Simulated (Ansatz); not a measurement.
A series of calculations on TaN

### Scan

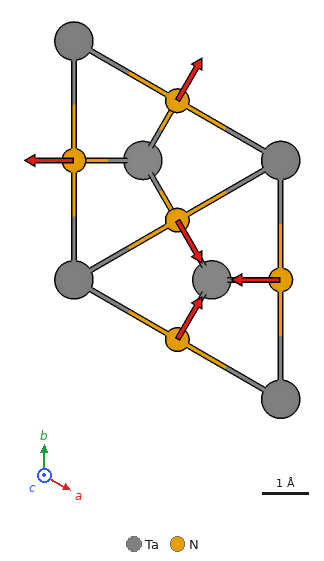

A scan of a crystal of TaN (P6/mmm): a normal mode at the zone centre is frozen in with the cell fixed, the amplitude being the largest displacement of an atom. The picture shows the reference cell. The red arrows give the direction of positive displacement. Style: ball-and-stick. Shown: the cell of the calculation, repeated 1 × 1 × 3 with one cell outlined, along the c axis.

Level of theory: DFT PBEsol, scalar-relativistic, plane waves, PAW in Ansatz. (plane-wave cutoff 420 eV; k-point mesh 12 × 12 × 16; occupations gaussian; smearing width 0.15 eV; no spin polarisation). Energies (free energies at the smearing named) are counted from the relaxed crystal.

```
CELL_PARAMETERS angstrom
5.20509 0.00000 0.00000
-2.60254 4.50774 0.00000
0.00000 0.00000 2.90359
ATOMIC_POSITIONS crystal
Ta 0.00000 0.00000 0.00000
Ta 0.33333 0.66667 0.50000
Ta 0.66667 0.33333 0.50000
N 0.50000 0.00000 0.00000
N 0.50000 0.50000 0.00000
N 0.00000 0.50000 0.00000
```

Q: Give the energy at each point (the amplitude: −0.120, −0.090, −0.060, −0.030, 0.000, 0.015, 0.030, 0.045, 0.060, 0.075, 0.090, 0.105, 0.120 Å).

A:
```
largest displacement (Å)  E − E(ref) (meV/cell)
                  −0.120                    948
                  −0.090                    532
                  −0.060                    236
                  −0.030                     59
                   0.000                      0
                   0.015                     15
                   0.030                     59
                   0.045                    133
                   0.060                    236
                   0.075                    369
                   0.090                    532
                   0.105                    725
                   0.120                    948
```

Points that are alike by symmetry were computed once.

The harmonic wavenumber of the mode is 920 cm⁻¹, a stable vibration. Of the computed points the lowest is at the amplitude 0.00 Å, 0 meV/cell. The end points stand at 948 meV/cell (−0.12 Å) and 948 meV/cell (0.12 Å). The well is symmetric. At the highest point the shortest interatomic distance is 2.00 Å, against 2.09 Å in the reference. The distortion takes the space group from P6/mmm to P-6m2.

### Energy map

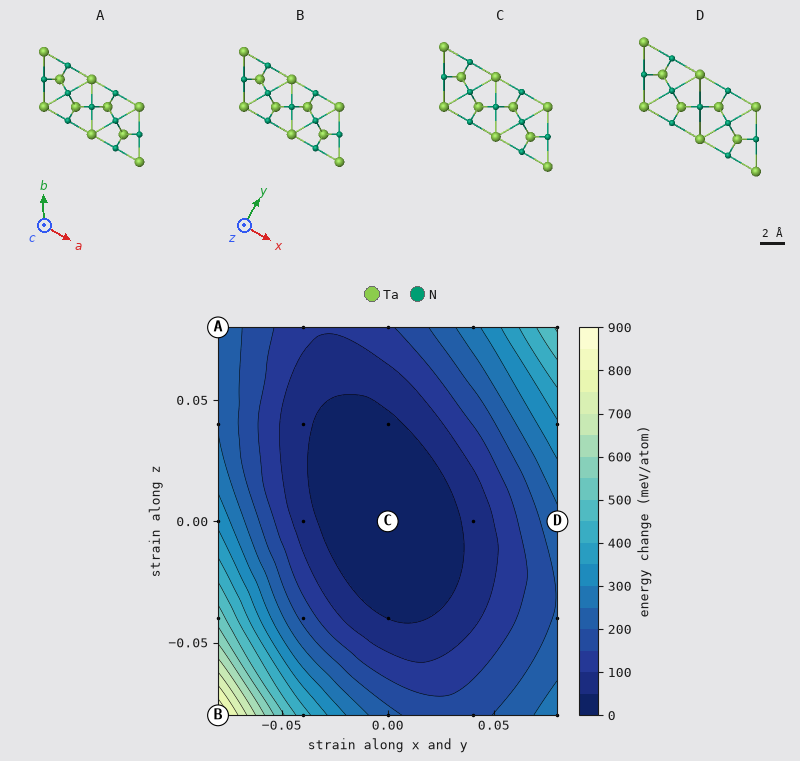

Energy scan for crystalline TaN (P6/mmm), in which the cell is strained equally along x and y and separately along z, with the atoms kept at their fractional coordinates. x, y and z are the Cartesian axes of the input. The map is interpolated between the computed points (dots). The lettered frames are marked on it. Style: ball-and-stick. Shown: the cell of the calculation, repeated 2 × 1 × 2 with one cell outlined, along the c axis.

The calculation used DFT PBEsol, scalar-relativistic, plane waves, PAW (Ansatz). Settings: plane-wave cutoff 420 eV; k-point mesh 12 × 12 × 16; occupations gaussian; smearing width 0.15 eV; no spin polarisation. Energies (free energies at the smearing named) are counted from the relaxed crystal.

**Where is the lowest point of the map, and what else does it tell?**

In pairs of (strain along x and y; strain along z): the lowest computed point lies at (0.000, 0.000) (0 meV/atom), the highest at (−0.080, −0.080) (860 meV/atom). The valley is tilted: raising the in-plane strain is made harder by raising the strain along z (cross term 0.54 of the geometric mean of the two curvatures). Over the ranges scanned the energy rises more along the first axis, the in-plane strain. The pressure runs from −44.9 GPa at (0.080, 0.080) to 136.1 GPa at (−0.080, −0.080). The frames lie at A (−0.080, 0.080): 237 meV/atom, B (−0.080, −0.080): 860 meV/atom, C (0.000, 0.000): 0 meV/atom, D (0.080, 0.000): 237 meV/atom.

The computed points:

Rows: strain along x and y; columns: strain along z; values in meV/atom; a dash marks a point that wasn't computed.

```tsv
	−0.080	−0.040	0.000	0.040	0.080
−0.080	860	531	338	248	237
−0.040	426	187	76	61	115
0.000	218	50	0	39	143
0.040	184	–	65	–	283
0.080	279	206	237	344	508
```

### Vibrations

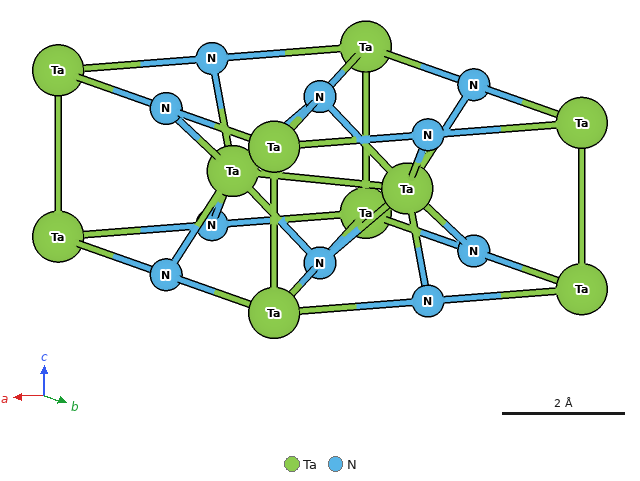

Lattice vibrations of crystalline TaN, at the zone centre. A ball-and-stick model of the cell of the calculation, seen from a free direction.

These are results of DFT PBEsol, scalar-relativistic, plane waves, PAW (Ansatz), not measurements.

Input
```yaml
crystal:
  lattice:
    - [5.205089413, 0.0, 0.0]
    - [-2.6025447065, 4.5077396606, 0.0]
    - [0.0, 0.0, 2.9035873944]
  atoms:
    - { symbol: Ta, position: [0.0, 0.0, 0.0] }
    - { symbol: Ta, position: [0.3333333333, 0.6666666667, 0.5] }
    - { symbol: Ta, position: [0.6666666667, 0.3333333333, 0.5] }
    - { symbol: "N", position: [0.5, 0.0, 0.0] }
    - { symbol: "N", position: [0.5, 0.5, 0.0] }
    - { symbol: "N", position: [0.0, 0.5, 0.0] }
basis:
  ecutwfc: 420
kpoints:
  mp_grid: { grid: [12, 12, 16] }
hamiltonian:
  xc: pbesol
scf:
  occupations: { method: gaussian, width: 0.15 }
output:
  eigenvalues: true
phonons:
  method: fd
  supercell: [1, 1, 1]
  amplitude: 0.02
  eigenvectors: true
  dielectric: false
```

Launched with:
```bash
ansatz run input.yaml --threads 2 --pin off --max-ram 5120MiB --backend cpu --events-out ev --progress --plain --runs-dir out
```

List the optical modes.

Answer. The calculation's cell holds 6 atoms, so there are 15 optical modes, in 10 levels. The optical modes span B₁u + 3E₁u + 2A₂u + B₁g + E₂g + E₂u + B₂u. Two levels are unstable (imaginary frequency).

```tsv
level	symmetry	frequency (cm⁻¹)	activity
1	B₁u	547i	silent
2	E₁u	234i	infrared-active
3	A₂u	115	infrared-active
4	B₁g	178	silent
5	E₁u	182	infrared-active
6	E₂g	231	Raman-active
7	A₂u	595	infrared-active
8	E₂u	608	silent
9	E₁u	732	infrared-active
10	B₂u	920	silent
```

The crystal is a metal, so free carriers screen the infrared response.

The modes drawn as arrows (one member of each degenerate set), 6 of the levels:

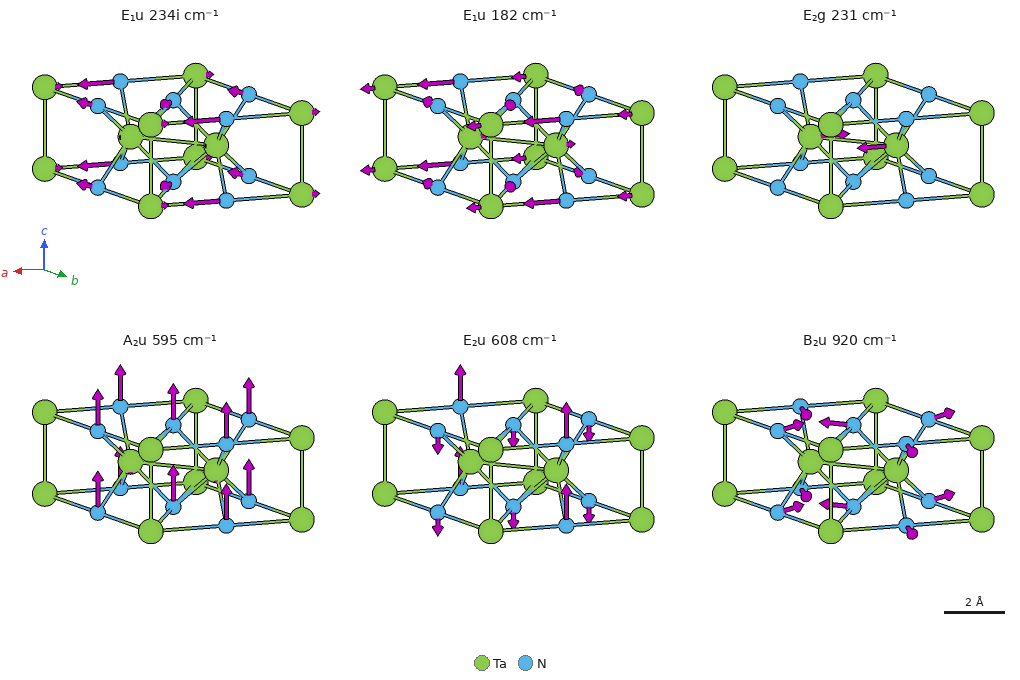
